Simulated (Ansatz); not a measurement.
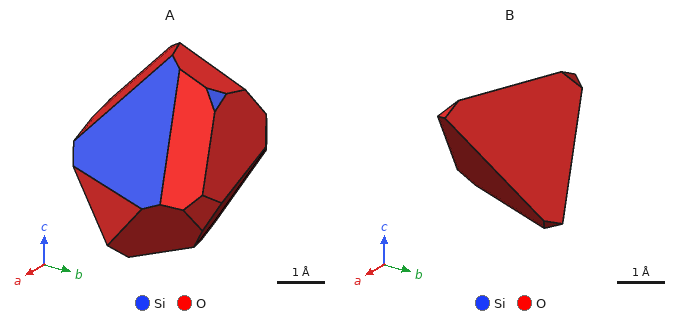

Computed Voronoi cells of the 2 sites of this structure, drawn to one scale and in one orientation; each face has the colour of the neighbour behind it.

SiO2, space group I-42d (No. 122), a = 4.962 Å, b = 4.962 Å, c = 7.346 Å, α = 90.00°, β = 90.00°, γ = 90.00°

```json
{"site": "Si", "Wyckoff": "4a", "x": "0.0000", "y": "0.0000", "z": "0.0000"}
{"site": "O", "Wyckoff": "8d", "x": "0.2500", "y": "0.6029", "z": "0.3750"}
```

Source: coordinates from a relaxation at fixed volume with DFT PBE, scalar-relativistic, plane waves, PAW (Ansatz).

Which cell belongs to which site?

A is O (14 faces above 1 % of the solid angle, 18.9 Å³, facing Si 50 %, O 50 %); B is Si (4 faces above 1 % of the solid angle, 7.4 Å³, facing only O).
